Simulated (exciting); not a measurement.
## Electronic structure of SnTe in real space

Input

```
<input>
  <title>SnTe</title>
  <structure speciespath="./" tshift="false">
    <crystal scale="1">
      <basevect>0.000000000000 5.954243559777 5.954243559777</basevect>
      <basevect>5.954243559777 0.000000000000 5.954243559777</basevect>
      <basevect>5.954243559777 5.954243559777 0.000000000000</basevect>
    </crystal>
    <species speciesfile="Te.xml" rmt="2.3">
      <atom coord="0.500000000000 0.500000000000 0.500000000000"/>
    </species>
    <species speciesfile="Sn.xml" rmt="2.3">
      <atom coord="0.000000000000 0.000000000000 0.000000000000"/>
    </species>
  </structure>
  <groundstate do="fromscratch" ngridk="7 7 7" rgkmax="9" gmaxvr="14" lmaxapw="10" lmaxmat="10" lmaxvr="8" xctype="GGA_PBE" stype="Fermi Dirac" swidth="0.00183747" nempty="10" ValenceRelativity="iora*" epsengy="1e-05" epspot="1e-05" maxscl="60" tforce="true" outputlevel="normal"/>
  <properties>
    <chargedensityplot>
      <plot3d>
        <box grid="23 23 23">
          <origin coord="0 0 0"/>
          <point coord="1 0 0"/>
          <point coord="0 1 0"/>
          <point coord="0 0 1"/>
        </box>
      </plot3d>
    </chargedensityplot>
    <elfplot>
      <plot3d>
        <box grid="23 23 23">
          <origin coord="0 0 0"/>
          <point coord="1 0 0"/>
          <point coord="0 1 0"/>
          <point coord="0 0 1"/>
        </box>
      </plot3d>
    </elfplot>
    <exccplot>
      <plot3d>
        <box grid="23 23 23">
          <origin coord="0 0 0"/>
          <point coord="1 0 0"/>
          <point coord="0 1 0"/>
          <point coord="0 0 1"/>
        </box>
      </plot3d>
    </exccplot>
  </properties>
</input>
```

Command:

```sh
OMP_NUM_THREADS=1 exciting_smp
```

Below, planes, directions and counts refer to the conventional cell (a = 6.30 Å, b = 6.30 Å, c = 6.30 Å, α = 90.00°, β = 90.00°, γ = 90.00°).

Space group Fm-3m.

Method: Kohn-Sham DFT of a periodic cell, PBE, all-electron LAPW+lo, shipped species files (exciting sodium).

The calculation treats all electrons.

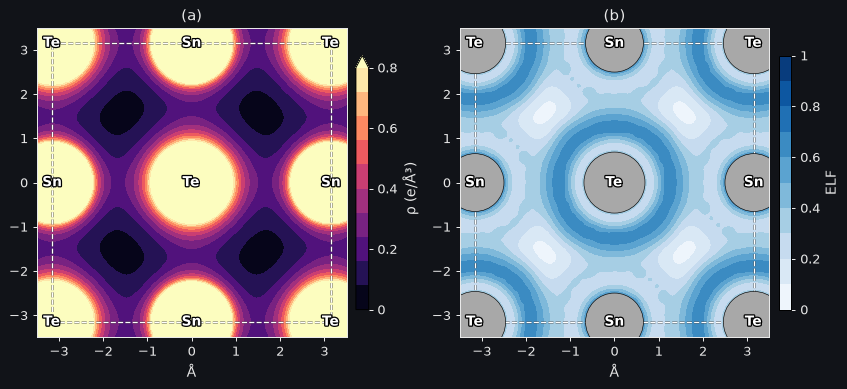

Figure 1. (a) electron density; (b) electron localisation function on the (100) plane of the conventional cell. Grey discs cover the atomic cores in the ELF map.

> Read the bonding off the picture.

The section cuts through Te and Sn sites. Sn–Te (3.15 Å): the density is about 0.22 e/Å³ at the midpoint; the ELF peaks at about 0.70 in the valence shell of Te, 1.3 Å from its nucleus, and drops to about 0.25 between the two atoms. Between the atoms the lowest density in this plane is 0.05 e/Å³.

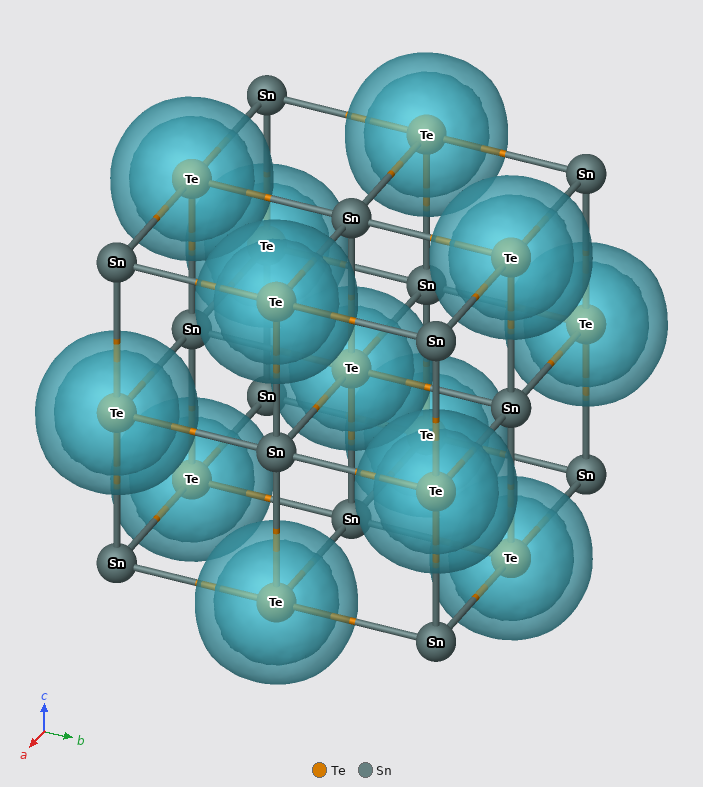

Figure 2. Isosurface of the ELF at 0.55 (cyan), seen at an oblique angle. Only the valence region is drawn (cores and ρ < 0.01 e/Å³ removed). Sticks mark near contacts.

> Describe the localisation domains.

The ELF exceeds this value in four regions wrapped around Te (the valence shell of each), counted in one cell of 8 atoms. Any copies at cell faces, edges or corners count once.

> Does the calculation give a band gap?

It is gapped, with a Kohn–Sham gap of 0.66 eV on the k-point mesh (the band edges may lie off the mesh, which would make the gap smaller).
